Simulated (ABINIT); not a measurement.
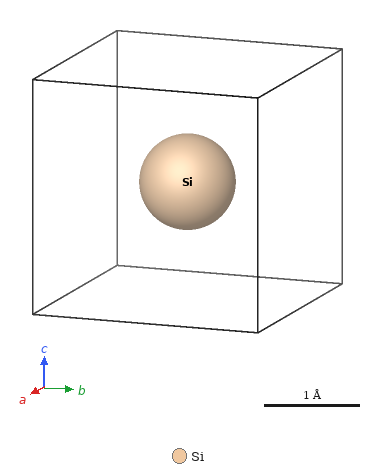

**Figure 1.** The structure (ball-and-stick view of the cell of the calculation, seen slightly off an axis). An atom can appear more than once, as a periodic image.

# Run report: Si, single-point calculation

- system: Si (Pm-3m, 1 atom in the cell)
- method: Kohn-Sham DFT of a periodic cell, LDA, PseudoDojo NC SR LDA v0.4 stringent, no spin polarisation (ABINIT 10.8.3)

The structure was built on a prototype by a generator; it need not be a known phase.

## Input
```
# Pseudopotentials
pp_dirpath "./"
pseudos "Si.upf"

# Structure
acell 3*1.0 Angstrom
rprim
     2.5321100000     0.0000000000     0.0000000000
     0.0000000000     2.5321100000     0.0000000000
     0.0000000000     0.0000000000     2.5321100000
ntypat 1
znucl 14
natom 1
typat 1
xred
     0.5000000000     0.5000000000     0.5000000000

# Plane-wave basis
ecut 16.0

# k points
kptopt 1
ngkpt 10 10 10
nshiftk 1
shiftk 0.0 0.0 0.0

# Exchange and correlation
ixc 7

# Bands and occupations
nband 6
occopt 6
tsmear 0.05 eV

# SCF cycle
nstep 100
tolvrs 1.0e-10
boxcutmin 2.3

# Output
iomode 3
prtwf 0
prtden 0
prteig 0
prtebands 0
enunit 1
```

Launched with:
```bash
abinit run.abi > log 2>&1
```

## Log
```
.Version 10.8.3 of ABINIT
 Symmetries : space group Pm -3 m (#221); Bravais cP (primitive cubic)
================================================================================
 Values of the parameters that define the memory need of the present run
     intxc =       0    ionmov =       0      iscf =       7    lmnmax =       6
     lnmax =       6     mgfft =      20  mpssoang =       3    mqgrid =    3001
     natom =       1  nloc_mem =       1    nspden =       1   nspinor =       1
    nsppol =       1      nsym =      48    n1xccc =    2501    ntypat =       1
    occopt =       6   xclevel =       1
       mpw =         344          nfft =        8000          nkpt =          56
================================================================================
================================================================================

--------------------------------------------------------------------------------
------------- Echo of variables that govern the present computation ------------
--------------------------------------------------------------------------------
 -outvars: echo values of preprocessed input variables --------
            acell      1.8897261259E+00  1.8897261259E+00  1.8897261259E+00 Bohr
              amu      2.80855000E+01
        boxcutmin      2.30000000E+00
             ecut      1.60000000E+01 Hartree
           enunit           1
                       outvar_i_n : Printing only first  50 k-points.
              ixc           7
                       outvar_i_n : Printing only first  50 k-points.
         kptrlatt       10    0    0      0   10    0      0    0   10
          kptrlen      4.78499442E+01
            natom           1
            nband           6
            ngfft          20      20      20
             nkpt          56
            nstep         100
             nsym          48
           ntypat           1
                       prtocc : prtvol=0, do not print more k-points.
           occopt           6
           prtden           0
        prtebands           0
           prteig           0
            prtwf           0
            rprim      2.5321100000E+00  0.0000000000E+00  0.0000000000E+00
                       0.0000000000E+00  2.5321100000E+00  0.0000000000E+00
                       0.0000000000E+00  0.0000000000E+00  2.5321100000E+00
          spgroup         221
           tolvrs      1.00000000E-10
           tsmear      1.83746611E-03 Hartree
            typat      1
                       outvars : Printing only first  50 k-points.
           xangst      1.2660550000E+00  1.2660550000E+00  1.2660550000E+00
            xcart      2.3924972103E+00  2.3924972103E+00  2.3924972103E+00
             xred      5.0000000000E-01  5.0000000000E-01  5.0000000000E-01
            znucl       14.00000

================================================================================

 chkinp: Checking input parameters for consistency.

================================================================================
== DATASET  1 ==================================================================

--- !DatasetInfo
iteration_state: {dtset: 1, }
dimensions: {natom: 1, nkpt: 56, mband: 6, nsppol: 1, nspinor: 1, nspden: 1, mpw: 344, }
cutoff_energies: {ecut:  16.0, pawecutdg:  -1.0, }
electrons: {nelect:   4.00000000E+00, charge:   0.00000000E+00, occopt:   6.00000000E+00, tsmear:   1.83746611E-03, }
meta: {optdriver: 0, ionmov: 0, optcell: 0, iscf: 7, paral_kgb: 0, }
...

 Exchange-correlation functional for the present dataset will be:
  LDA: Perdew-Wang 92 LSD fit to Ceperley-Alder data - ixc=7
  J.P.Perdew and Y.Wang, PRB 45, 13244 (1992)

 Real(R)+Recip(G) space primitive vectors, cartesian coordinates (Bohr,Bohr^-1):
 R(1)=  4.7849944  0.0000000  0.0000000  G(1)=  0.2089867  0.0000000  0.0000000
 R(2)=  0.0000000  4.7849944  0.0000000  G(2)=  0.0000000  0.2089867  0.0000000
 R(3)=  0.0000000  0.0000000  4.7849944  G(3)=  0.0000000  0.0000000  0.2089867
 Unit cell volume ucvol=  1.0955805E+02 bohr^3
 Angles (23,13,12)=  9.00000000E+01  9.00000000E+01  9.00000000E+01 degrees

 getcut: wavevector=  0.0000  0.0000  0.0000  ngfft=  20  20  20
         ecut(hartree)=     16.000   => boxcut(ratio)=   2.32126

 getcut : COMMENT -
  Note that boxcut > 2.2 ; recall that boxcut=Gcut(box)/Gcut(sphere) = 2
  is sufficient for exact treatment of convolution.
  Such a large boxcut is a waste : you could raise ecut
  e.g. ecut=   21.552958 Hartrees makes boxcut=2

--- Pseudopotential description ------------------------------------------------
- pspini: atom type   1  psp file is ./Si.upf
12 -1012 2 -1 1510                            pspcod,pspxc,lmax,lloc,mmax
     nproj     2     2     2

   2.66801583E+01                                ecore*ucvol(ha*bohr**3)
--------------------------------------------------------------------------------

================================================================================

--- !BeginCycle
iteration_state: {dtset: 1, }
solver: {iscf: 7, nstep: 100, nline: 4, wfoptalg: 0, }
tolerances: {tolvrs: 1.00E-10, }
...

     iter   Etot(hartree)      deltaE(h)  residm     vres2
 ETOT  1  -4.2517695300940    -4.252E+00 2.785E-02 8.413E-02
 ETOT  2  -4.2533127034358    -1.543E-03 2.402E-03 2.225E-03
 ETOT  3  -4.2533131777088    -4.743E-07 1.278E-03 9.085E-06
 ETOT  4  -4.2533131808365    -3.128E-09 4.605E-04 9.000E-08
 ETOT  5  -4.2533131808609    -2.443E-11 2.016E-04 9.173E-10
 ETOT  6  -4.2533131808611    -1.705E-13 1.039E-04 2.098E-12

 At SCF step    6       vres2   =  2.10E-12 < tolvrs=  1.00E-10 =>converged.

 Cartesian components of stress tensor (hartree/bohr^3)
  sigma(1 1)=  1.25881981E-04  sigma(3 2)=  0.00000000E+00
  sigma(2 2)=  1.25881981E-04  sigma(3 1)=  0.00000000E+00
  sigma(3 3)=  1.25881981E-04  sigma(2 1)=  0.00000000E+00

--- !ResultsGS
iteration_state: {dtset: 1, }
comment   : Summary of ground state results
lattice_vectors:
- [  4.7849944,   0.0000000,   0.0000000, ]
- [  0.0000000,   4.7849944,   0.0000000, ]
- [  0.0000000,   0.0000000,   4.7849944, ]
lattice_lengths: [   4.78499,    4.78499,    4.78499, ]
lattice_angles: [ 90.000,  90.000,  90.000, ] # degrees, (23, 13, 12)
lattice_volume:   1.0955805E+02
convergence: {deltae: -1.705E-13, res2:  2.098E-12, residm:  1.039E-04, diffor: null, }
etotal    :  -4.25331318E+00
entropy   :   0.00000000E+00
fermie    :   2.49733660E-01
cartesian_stress_tensor: # hartree/bohr^3
- [  1.25881981E-04,   0.00000000E+00,   0.00000000E+00, ]
- [  0.00000000E+00,   1.25881981E-04,   0.00000000E+00, ]
- [  0.00000000E+00,   0.00000000E+00,   1.25881981E-04, ]
pressure_GPa:  -3.7036E+00
xred      :
- [  5.0000E-01,   5.0000E-01,   5.0000E-01, Si]
cartesian_forces: # hartree/bohr
- [ -0.00000000E+00,  -0.00000000E+00,  -0.00000000E+00, ]
force_length_stats: {min:   0.00000000E+00, max:   0.00000000E+00, mean:   0.00000000E+00, }
...

 Integrated electronic density in atomic spheres:
 ------------------------------------------------
 Atom  Sphere_radius  Integrated_density
    1        2.00000          1.74450768
================================================================================

 ----iterations are completed or convergence reached----

 Mean square residual over all n,k,spin=   11.040E-07; max=  10.391E-05
 reduced coordinates (array xred) for    1 atoms
       0.500000000000      0.500000000000      0.500000000000
 rms dE/dt=  0.0000E+00; max dE/dt=  0.0000E+00; dE/dt below (all hartree)
    1       0.000000000000      0.000000000000      0.000000000000

 cartesian coordinates (angstrom) at end:
    1      1.26605500000000     1.26605500000000     1.26605500000000

 cartesian forces (hartree/bohr) at end:
    1     -0.00000000000000    -0.00000000000000    -0.00000000000000
 frms,max,avg= 0.0000000E+00 0.0000000E+00   0.000E+00  0.000E+00  0.000E+00 h/b

 cartesian forces (eV/Angstrom) at end:
    1     -0.00000000000000    -0.00000000000000    -0.00000000000000
 frms,max,avg= 0.0000000E+00 0.0000000E+00   0.000E+00  0.000E+00  0.000E+00 e/A
 length scales=  1.889726125908  1.889726125908  1.889726125908 bohr
              =  1.000000000000  1.000000000000  1.000000000000 angstroms
 Fermi (or HOMO) energy (eV) =   6.79560   Average Vxc (eV)= -10.50662
 Eigenvalues (   eV  ) for nkpt=  56  k points:
 kpt#   1, nband=  6, wtk=  0.00100, kpt=  0.0000  0.0000  0.0000 (reduced coord)
  -6.25747   14.36966   14.36966   14.46301   14.46301   14.46301
 prteigrs : prtvol=0 or 1, do not print more k-points.

--- !EnergyTerms
iteration_state     : {dtset: 1, }
comment             : Components of total free energy in Hartree
kinetic             :  1.53778556675262E+00
hartree             :  6.88993942749977E-02
xc                  : -1.55548262902672E+00
Ewald energy        : -4.74365857936691E+00
psp_core            :  2.43525304550123E-01
local_psp           : -4.54500170428687E-01
non_local_psp       :  6.50119582505978E-01
internal            : -4.25331153073859E+00
'-kT*entropy'       : -1.65012249506328E-06
total_energy        : -4.25331318086109E+00
total_energy_eV     : -1.15738547789533E+02
band_energy         :  2.44328150269176E-01
...

 Cartesian components of stress tensor (hartree/bohr^3)
  sigma(1 1)=  1.25881981E-04  sigma(3 2)=  0.00000000E+00
  sigma(2 2)=  1.25881981E-04  sigma(3 1)=  0.00000000E+00
  sigma(3 3)=  1.25881981E-04  sigma(2 1)=  0.00000000E+00

-Cartesian components of stress tensor (GPa)         [Pressure= -3.7036E+00 GPa]
- sigma(1 1)=  3.70357573E+00  sigma(3 2)=  0.00000000E+00
- sigma(2 2)=  3.70357573E+00  sigma(3 1)=  0.00000000E+00
- sigma(3 3)=  3.70357573E+00  sigma(2 1)=  0.00000000E+00

== END DATASET(S) ==============================================================
================================================================================

 -outvars: echo values of variables after computation  --------
            acell      1.8897261259E+00  1.8897261259E+00  1.8897261259E+00 Bohr
           etotal     -4.2533131809E+00
            fcart     -0.0000000000E+00 -0.0000000000E+00 -0.0000000000E+00
            rprim      2.5321100000E+00  0.0000000000E+00  0.0000000000E+00
                       0.0000000000E+00  2.5321100000E+00  0.0000000000E+00
                       0.0000000000E+00  0.0000000000E+00  2.5321100000E+00
           strten      1.2588198055E-04  1.2588198055E-04  1.2588198055E-04
                       0.0000000000E+00  0.0000000000E+00  0.0000000000E+00
           xangst      1.2660550000E+00  1.2660550000E+00  1.2660550000E+00
             xred      5.0000000000E-01  5.0000000000E-01  5.0000000000E-01
 Calculation completed.
```

## Summary

```json
{"quantity": "outcome", "value": "converged"}
{"quantity": "space group (tolerance 0.01 Å)", "value": "Pm-3m (221)"}
{"quantity": "electrons treated", "value": "4"}
{"quantity": "free energy", "value": "−115.7385 eV"}
{"quantity": "Fermi energy", "value": "6.796 eV"}
{"quantity": "gap on the k-point mesh", "value": "none (metallic)"}
{"quantity": "pressure", "value": "−3.70 GPa"}
{"quantity": "largest force (length of the vector)", "value": "under 0.001 eV/Å"}
{"quantity": "hardware", "value": "1 thread of Arm Neoverse V1, 24 GiB of memory available, shared host"}
{"quantity": "wall time", "value": "2.5 s"}
{"quantity": "peak memory", "value": "0.06 GiB"}
```
